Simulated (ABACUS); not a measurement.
**Geometry relaxation of Ge (part 2 of 2)**

Continued. System: Ge (Fd-3m, 2 atoms in the cell). Method: Kohn-Sham DFT of a periodic cell, PBE, PseudoDojo NC SR 0.4.1 PBE standard, no spin polarisation (ABACUS 3.10.1); cutoff 1360.57 eV, 7×7×7 k-mesh, fermi-dirac of 0.05 eV. The structure derives from an entry of the Crystallography Open Database.

Geometry of the input (Å; fractional positions):
```
0.0000  2.8289  2.8289
2.8289  0.0000  2.8289
2.8289  2.8289  0.0000
Ge 0.7500  0.7500  0.7500
Ge 0.5000  0.5000  0.5000
```

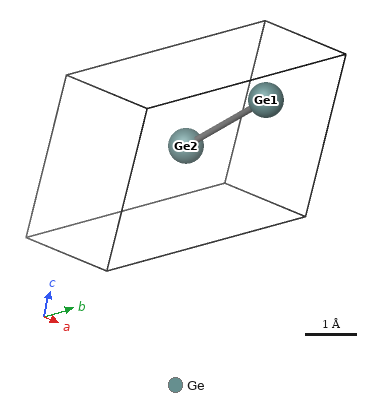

The geometry at step 1 of the log (ball-and-stick view of the cell of the calculation, seen slightly off an axis; atoms are numbered from 1 in the order of the input).

Output, continued
```
----------------------------------------------------------
     Energy           Rydberg                 eV
----------------------------------------------------------
 E_KohnSham     -357.2671998426      -4860.8696263647
 E_Harris       -357.2672102229      -4860.8697675951
 E_Fermi        0.7098160799         9.6575432187
----------------------------------------------------------

 LCAO ALGORITHM --------------- ION=   1  ELEC=   8--------------------------------

 Density error is 8.62303757878e-09
----------------------------------------------------------
     Energy           Rydberg                 eV
----------------------------------------------------------
 E_KohnSham     -357.2671998426      -4860.8696263647
 E_KS(sigma->0) -357.2671671040      -4860.8691809332
 E_Harris       -357.2671990539      -4860.8696156329
 E_band         -19.9840706994       -271.8972307470
 E_one_elec     -183.1754594072      -2492.2299817054
 E_Hartree      110.7301653197       1506.5611888304
 E_xc           -87.3210820819       -1188.0642718389
 E_Ewald        -197.5007581961      -2687.1356707876
 E_entropy(-TS) -0.0000654772        -0.0008908632
 E_descf        0.0000000000         0.0000000000
 E_exx          0.0000000000         0.0000000000
 E_Fermi        0.7098158894         9.6575406268
----------------------------------------------------------

 charge density convergence is achieved
 final etot is -4860.8696264 eV
 EFERMI = 9.6575406268 eV

 STATE ENERGY(eV) AND OCCUPATIONS    NSPIN == 1
[... levels at 20 further k points ...]

 correction force for each atom along direction 1 is -2.01973e-09
 correction force for each atom along direction 2 is 1.57716e-08
 correction force for each atom along direction 3 is 1.37282e-08
------------------------------------------------------------------------------------------
 TOTAL-FORCE (eV/Angstrom)
------------------------------------------------------------------------------------------
                       Ge1         0.0000000000         0.0000000000         0.0000000000
                       Ge2         0.0000000000         0.0000000000         0.0000000000
------------------------------------------------------------------------------------------

----------------------------------------------------------------
 TOTAL-STRESS (KBAR)
----------------------------------------------------------------
        45.8985796478         0.0000000000        -0.0000000000
         0.0000000000        45.8985796478        -0.0000000000
        -0.0000000000         0.0000000000        45.8985796478
----------------------------------------------------------------
 TOTAL-PRESSURE: 45.898580 KBAR

 Largest gradient in force is 0.000000 eV/A.
 Threshold is 0.010000 eV/A.

 Largest gradient in stress is 45.898580 kbar.
 Threshold is 0.200000 kbar.

 Relaxation is not converged yet!
CARTESIAN COORDINATES ( UNIT =       7.560194971200 Bohr ).
    atom                   x                   y                   z     mag                  vx                  vy                  vz
tauc_Ge1            1.0950549272        1.0950549272        1.0950549272  0.0000        0.0000000000        0.0000000000        0.0000000000
tauc_Ge2            0.7300366181        0.7300366181        0.7300366181  0.0000        0.0000000000        0.0000000000        0.0000000000

                          Volume (Bohr^3) = 336.250483
                             Volume (A^3) = 49.827121

 Lattice vectors: (Cartesian coordinate: in unit of a_0)
            -0.000000           +0.730037           +0.730037
            +0.730037           +0.000000           +0.730037
            +0.730037           +0.730037           +0.000000
 Reciprocal vectors: (Cartesian coordinate: in unit of 2 pi/a_0)
            -0.684897           +0.684897           +0.684897
            +0.684897           -0.684897           +0.684897
            +0.684897           +0.684897           -0.684897

 -------------------------------------------
 STEP OF RELAXATION : 2
 -------------------------------------------

[... set-up of the moved cell ...]

 LCAO ALGORITHM --------------- ION=   2  ELEC=   1--------------------------------

 Density error is 0.002092283921
----------------------------------------------------------
     Energy           Rydberg                 eV
----------------------------------------------------------
 E_KohnSham     -357.2697624872      -4860.9044929319
 E_Harris       -357.2873784032      -4861.1441697655
 E_Fermi        0.6030393505         8.2047712845
----------------------------------------------------------

[... 4 further cycles ...]
 LCAO ALGORITHM --------------- ION=   2  ELEC=   6--------------------------------

 Density error is 0.000000046192
----------------------------------------------------------
     Energy           Rydberg                 eV
----------------------------------------------------------
 E_KohnSham     -357.2697829744      -4860.9047716755
 E_KS(sigma->0) -357.2697197617      -4860.9039116227
 E_Harris       -357.2697866617      -4860.9048218432
 E_band         -22.3221895572       -303.7089698135
 E_one_elec     -193.3076811375      -2630.0859306368
 E_Hartree      114.5621690300       1558.6982740474
 E_xc           -87.2267191541       -1186.7803983420
 E_Ewald        -191.2974252874      -2602.7349966385
 E_entropy(-TS) -0.0001264254        -0.0017201057
 E_descf        0.0000000000         0.0000000000
 E_exx          0.0000000000         0.0000000000
 E_Fermi        0.6010677209         8.1779458886
----------------------------------------------------------

 charge density convergence is achieved
 final etot is -4860.90477167554 eV
 EFERMI = 8.17794588861 eV

 STATE ENERGY(eV) AND OCCUPATIONS    NSPIN == 1
[... levels at 20 further k points ...]

 correction force for each atom along direction 1 is -0.000000
 correction force for each atom along direction 2 is -0.000000
 correction force for each atom along direction 3 is -0.000000
------------------------------------------------------------------------------------------
 TOTAL-FORCE (eV/Angstrom)
------------------------------------------------------------------------------------------
                       Ge1         0.0000000000         0.0000000000         0.0000000000
                       Ge2         0.0000000000         0.0000000000         0.0000000000
------------------------------------------------------------------------------------------

----------------------------------------------------------------
 TOTAL-STRESS (KBAR)
----------------------------------------------------------------
       -16.2929705145        -0.0000000000        -0.0000000000
         0.0000000000       -16.2929705145         0.0000000000
         0.0000000000         0.0000000000       -16.2929705145
----------------------------------------------------------------
 TOTAL-PRESSURE: -16.292971 KBAR

 Largest gradient in force is 0.000000 eV/A.
 Threshold is 0.010000 eV/A.

 Largest gradient in stress is 16.292971 kbar.
 Threshold is 0.200000 kbar.

 Relaxation is not converged yet!
CARTESIAN COORDINATES ( UNIT =       7.560194971200 Bohr ).
    atom                   x                   y                   z     mag                  vx                  vy                  vz
tauc_Ge1            1.0845705204        1.0845705204        1.0845705204  0.0000        0.0000000000        0.0000000000        0.0000000000
tauc_Ge2            0.7230470136        0.7230470136        0.7230470136  0.0000        0.0000000000        0.0000000000        0.0000000000

                          Volume (Bohr^3) = 326.684548
                             Volume (A^3) = 48.409598

 Lattice vectors: (Cartesian coordinate: in unit of a_0)
            +0.000000           +0.723047           +0.723047
            +0.723047           +0.000000           +0.723047
            +0.723047           +0.723047           +0.000000
 Reciprocal vectors: (Cartesian coordinate: in unit of 2 pi/a_0)
            -0.691518           +0.691518           +0.691518
            +0.691518           -0.691518           +0.691518
            +0.691518           +0.691518           -0.691518

 -------------------------------------------
 STEP OF RELAXATION : 3
 -------------------------------------------

[... set-up of the moved cell ...]

 LCAO ALGORITHM --------------- ION=   3  ELEC=   1--------------------------------

 Density error is 0.002763072336
----------------------------------------------------------
     Energy           Rydberg                 eV
----------------------------------------------------------
 E_KohnSham     -357.2703121283      -4860.9119711838
 E_Harris       -357.2372494399      -4860.4621302304
 E_Fermi        0.6304018740         8.5770575165
----------------------------------------------------------

[... 5 further cycles ...]
 LCAO ALGORITHM --------------- ION=   3  ELEC=   7--------------------------------

 Density error is 0.000000005612
----------------------------------------------------------
     Energy           Rydberg                 eV
----------------------------------------------------------
 E_KohnSham     -357.2703399877      -4860.9123502299
 E_KS(sigma->0) -357.2702834186      -4860.9115805683
 E_Harris       -357.2703396115      -4860.9123451110
 E_band         -21.6346526250       -294.3545499501
 E_one_elec     -190.2807705790      -2588.9026997054
 E_Hartree      113.4114835115       1543.0423943901
 E_xc           -87.2542663472       -1187.1551971321
 E_Ewald        -193.1466734349      -2627.8953084594
 E_entropy(-TS) -0.0001131381        -0.0015393231
 E_descf        0.0000000000         0.0000000000
 E_exx          0.0000000000         0.0000000000
 E_Fermi        0.6328083649         8.6097995044
----------------------------------------------------------

 charge density convergence is achieved
 final etot is -4860.91235022987 eV
 EFERMI = 8.60979950439 eV

 STATE ENERGY(eV) AND OCCUPATIONS    NSPIN == 1
 1/20 kpoint (Cartesian) = 0.00000 0.00000 0.00000 (1274 pws)
       1     -16.123319       0.005831
       2     -16.123319       0.005831
       3     -16.123319       0.005831
       4     -16.090848       0.005831
       5     -16.090848       0.005831
       6     -15.915708       0.005831
       7     -15.915708       0.005831
       8     -15.915708       0.005831
       9     -15.906270       0.005831
      10     -15.906270       0.005831
      11      -3.581779       0.005831
      12       8.189975       0.005830
      13       8.652380       0.001744
      14       8.652380       0.001744
      15       8.652380       0.001744
      16      11.208144       0.000000
      17      11.208144       0.000000
      18      11.208144       0.000000

 2/20 kpoint (Cartesian) = 0.09879 0.09879 0.09879 (1292 pws)
       1     -16.131119       0.046647
       2     -16.131119       0.046647
       3     -16.120415       0.046647
       4     -16.079626       0.046647
       5     -16.079626       0.046647
       6     -15.928067       0.046647
       7     -15.928067       0.046647
       8     -15.918743       0.046647
       9     -15.895795       0.046647
      10     -15.895795       0.046647
      11      -3.360167       0.046647
      12       5.874117       0.046647
      13       8.277172       0.046587
      14       8.277172       0.046587
      15       9.471595       0.000000
      16      11.721953       0.000000
      17      11.721953       0.000000
      18      12.317013       0.000000

 3/20 kpoint (Cartesian) = 0.19758 0.19758 0.19758 (1305 pws)
       1     -16.139835       0.046647
       2     -16.139835       0.046647
       3     -16.113795       0.046647
       4     -16.064238       0.046647
       5     -16.064238       0.046647
       6     -15.940260       0.046647
       7     -15.940260       0.046647
       8     -15.925901       0.046647
       9     -15.886836       0.046647
      10     -15.886836       0.046647
      11      -2.727261       0.046647
      12       3.428970       0.046647
      13       7.717665       0.046647
      14       7.717665       0.046647
      15       9.028792       0.000011
      16      12.340258       0.000000
      17      12.340258       0.000000
      18      14.812769       0.000000

 4/20 kpoint (Cartesian) = 0.29636 0.29636 0.29636 (1302 pws)
       1     -16.143385       0.046647
       2     -16.143385       0.046647
       3     -16.108427       0.046647
       4     -16.056784       0.046647
       5     -16.056784       0.046647
       6     -15.945184       0.046647
       7     -15.945184       0.046647
       8     -15.931912       0.046647
       9     -15.883075       0.046647
      10     -15.883075       0.046647
      11      -1.880252       0.046647
      12       1.642592       0.046647
      13       7.391477       0.046647
      14       7.391477       0.046647
      15       8.700338       0.006556
      16      12.418671       0.000000
      17      12.418671       0.000000
      18      17.080459       0.000000

 5/20 kpoint (Cartesian) = 0.00000 0.00000 0.19758 (1297 pws)
       1     -16.129428       0.034985
       2     -16.129428       0.034985
       3     -16.129106       0.034985
       4     -16.081289       0.034985
       5     -16.067263       0.034985
       6     -15.950065       0.034985
       7     -15.914942       0.034985
       8     -15.906595       0.034985
       9     -15.906595       0.034985
      10     -15.892691       0.034985
      11      -3.274622       0.034985
      12       5.780356       0.034985
      13       7.694439       0.034985
      14       7.694439       0.034985
      15      10.524999       0.000000
      16      10.873261       0.000000
      17      12.570215       0.000000
      18      12.570215       0.000000

 6/20 kpoint (Cartesian) = 0.09879 0.29636 0.09879 (1290 pws)
       1     -16.143504       0.139942
       2     -16.137117       0.139942
       3     -16.117552       0.139942
       4     -16.067446       0.139942
       5     -16.048448       0.139942
       6     -15.969107       0.139942
       7     -15.930201       0.139942
       8     -15.912372       0.139942
       9     -15.893538       0.139942
      10     -15.882857       0.139942
      11      -2.774637       0.139942
      12       3.940261       0.139942
      13       6.933369       0.139942
      14       7.136582       0.139942
      15      10.508677       0.000000
      16      11.342812       0.000000
      17      13.418731       0.000000
      18      13.875225       0.000000

[... levels at 14 further k points ...]

 correction force for each atom along direction 1 is 0.000000
 correction force for each atom along direction 2 is 0.000000
 correction force for each atom along direction 3 is 0.000000
------------------------------------------------------------------------------------------
 TOTAL-FORCE (eV/Angstrom)
------------------------------------------------------------------------------------------
                       Ge1         0.0000000000         0.0000000000         0.0000000000
                       Ge2         0.0000000000         0.0000000000         0.0000000000
------------------------------------------------------------------------------------------

----------------------------------------------------------------
 TOTAL-STRESS (KBAR)
----------------------------------------------------------------
        -0.0750530839        -0.0000000000        -0.0000000000
        -0.0000000000        -0.0750530839        -0.0000000000
        -0.0000000000         0.0000000000        -0.0750530839
----------------------------------------------------------------
 TOTAL-PRESSURE: -0.075053 KBAR

 Largest gradient in force is 0.000000 eV/A.
 Threshold is 0.010000 eV/A.

 Largest gradient in stress is 0.075053 kbar.
 Threshold is 0.200000 kbar.

 Relaxation is converged!

 --------------------------------------------
 !FINAL_ETOT_IS -4860.9123502298652966 eV
 --------------------------------------------
```

File mulliken.txt
```
 2
CALCULATE THE MULLIkEN ANALYSIS FOR EACH ATOM
 Total charge:	28
Decomposed Mulliken populations
0                             Zeta of Ge              Spin 1
s                                      0              1.6379
s                                      1              0.0322
SUM OVER M+Zeta                                       1.6701

pz                                     0              0.7266
px                                     0              0.7535
py                                     0              0.7481
SUM OVER M                                            2.2282
pz                                     1             -0.0257
px                                     1             -0.0248
py                                     1             -0.0175
SUM OVER M                                           -0.0680
SUM OVER M+Zeta                                       2.1602

dz^2                                   0              1.9997
dxz                                    0              1.9987
dyz                                    0              1.9988
dx^2-y^2                               0              1.9998
dxy                                    0              1.9989
SUM OVER M                                            9.9959
dz^2                                   1              0.0273
dxz                                    1              0.0409
dyz                                    1              0.0394
dx^2-y^2                               1              0.0167
dxy                                    1              0.0495
SUM OVER M                                            0.1738
SUM OVER M+Zeta                                      10.1697

SUM OVER M+Zeta+L                                    14.0000

Total Charge on atom:                 Ge             14.0000


1                             Zeta of Ge              Spin 1
s                                      0              1.6379
s                                      1              0.0322
SUM OVER M+Zeta                                       1.6701

pz                                     0              0.7266
px                                     0              0.7535
py                                     0              0.7481
SUM OVER M                                            2.2282
pz                                     1             -0.0257
px                                     1             -0.0248
py                                     1             -0.0175
SUM OVER M                                           -0.0680
SUM OVER M+Zeta                                       2.1602

dz^2                                   0              1.9997
dxz                                    0              1.9987
dyz                                    0              1.9988
dx^2-y^2                               0              1.9998
dxy                                    0              1.9989
SUM OVER M                                            9.9959
dz^2                                   1              0.0273
dxz                                    1              0.0409
dyz                                    1              0.0394
dx^2-y^2                               1              0.0167
dxy                                    1              0.0495
SUM OVER M                                            0.1738
SUM OVER M+Zeta                                      10.1697

SUM OVER M+Zeta+L                                    14.0000

Total Charge on atom:                 Ge             14.0000
```

Trajectory as extended XYZ (Å, eV, eV/Å), 3 frames, from step=0 to step=2
```
2
Lattice="0.0000 2.8289 2.8289 2.8289 0.0000 2.8289 2.8289 2.8289 0.0000" Properties=species:S:1:pos:R:3:forces:R:3 step=0 energy=-4860.86963 pressure_GPa=4.59
Ge    4.2434    4.2434    4.2434    0.0000   0.0000   0.0000
Ge    2.8289    2.8289    2.8289    0.0000   0.0000   0.0000
2
Lattice="-0.0000 2.9206 2.9206 2.9206 0.0000 2.9206 2.9206 2.9206 0.0000" Properties=species:S:1:pos:R:3:forces:R:3 step=1 energy=-4860.90477 pressure_GPa=-1.63
Ge    4.3810    4.3810    4.3810    0.0000   0.0000   0.0000
Ge    2.9206    2.9206    2.9206    0.0000   0.0000   0.0000
2
Lattice="0.0000 2.8927 2.8927 2.8927 0.0000 2.8927 2.8927 2.8927 0.0000" Properties=species:S:1:pos:R:3:forces:R:3 step=2 energy=-4860.91235 pressure_GPa=-0.01
Ge    4.3390    4.3390    4.3390    0.0000   0.0000   0.0000
Ge    2.8927    2.8927    2.8927    0.0000   0.0000   0.0000
```

Key numbers

- outcome: converged
- space group (tolerance 0.01 Å): Fd-3m (227)
- electrons treated: 28
- free energy: −4860.9124 eV
- Fermi energy: 8.610 eV
- pressure: −0.01 GPa
- final volume: 48.41 Å³
- largest force (length of the vector) at the end: under 0.001 eV/Å
- final cell: a = 4.091 Å, b = 4.091 Å, c = 4.091 Å, α = 60.00°, β = 60.00°, γ = 60.00°
- hardware: 4 threads of Intel Xeon (Granite Rapids), 16 GiB of memory available, shared host
- wall time: 5.2 s (CPU time 21 s)
- peak memory: 0.36 GiB

Notes

Points of doubt noted for this run: home made orbitals.
